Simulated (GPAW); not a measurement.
## BAs (F-43m): refractive index against wavelength

The refractive index of BAs (F-43m) below the direct gap (3.29 eV on the mesh) is read from one computed spectrum, n = √(Re ε).

It takes space group F-43m (No. 216, cubic). The conventional cell has a = 4.777 Å, b = 4.777 Å, c = 4.777 Å, α = 90.00°, β = 90.00°, γ = 90.00°. Around As on site c lie 4 B at 2.07 Å. B on site a has 4 As at 2.07 Å as nearest neighbours.

Method: GPAW 26.7.0, PBE, RPA, k-mesh 12×12×12, local fields up to 60 eV, Lorentzian half width 0.1 eV.

Launch of the response step: `OMP_NUM_THREADS=1 python df.py`. The run took 28 s, its band step included, on 1 thread of Arm Neoverse V1 (shared host).

```
wavelength (nm)  photon energy E (eV)       n
           1550                 0.800  3.0948
           1310                 0.946  3.1071
           1064                 1.165  3.1300
            850                 1.459  3.1700
            700                 1.771  3.2263
            633                 1.959  3.2684
            532                 2.331       ?
```

In the single-oscillator model n² − 1 = E₀E_d/(E₀² − E²), so 1/(n² − 1) = E₀/E_d − E²/(E₀E_d) is linear in E².

Working, on the rows shown:

| x = E² (eV²) | y = 1/(n² − 1) |
| --- | --- |
| 0.639837 | 0.11658 |
| 0.895757 | 0.115553 |
| 1.35784 | 0.113676 |
| 2.12762 | 0.110511 |
| 3.13716 | 0.106281 |
| 3.83641 | 0.10328 |

Means: x̄ = 1.9991, ȳ = 0.11098. Σ(x − x̄)(y − ȳ) = -0.03394, Σ(x − x̄)² = 8.164. Slope = -0.03394 / 8.164 = -0.004158; intercept = ȳ − slope · x̄ = 0.11929. Turned back into n, the line misses the rows shown by at most 0.00088.

Problem. What does the fit predict for the withheld row, and how well does it do?

Solution. At x = 5.4314 the line gives y = 0.09671, that is 3.3675. The run gave 3.3760, so the extrapolation is off by 0.0085, 3 % of the range in the table.

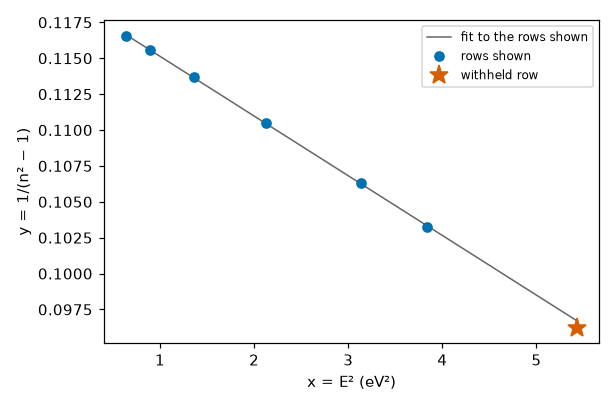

Refitted with all rows, the slope is -0.004243 and the intercept 0.11943. These give E₀ = √(intercept/−slope) = 5.31 eV and E_d = E₀/intercept = 44.4 eV; E₀ is 1.6 times the direct gap. The electronic limit at long wavelengths, without lattice vibrations, is n = √(1 + 1/intercept) = 3.062. Excitons are left out; PBE gaps are as a rule too small. The values come from a sum over the points of one k-mesh and carry its error, which grows as the direct gap shrinks. Spin-orbit coupling is left out.

[Logs are printed without paths, hosts, clocks, repeated set-up lines and the standing remarks that a program may print on its own settings, such as how far it seeks lower states.]
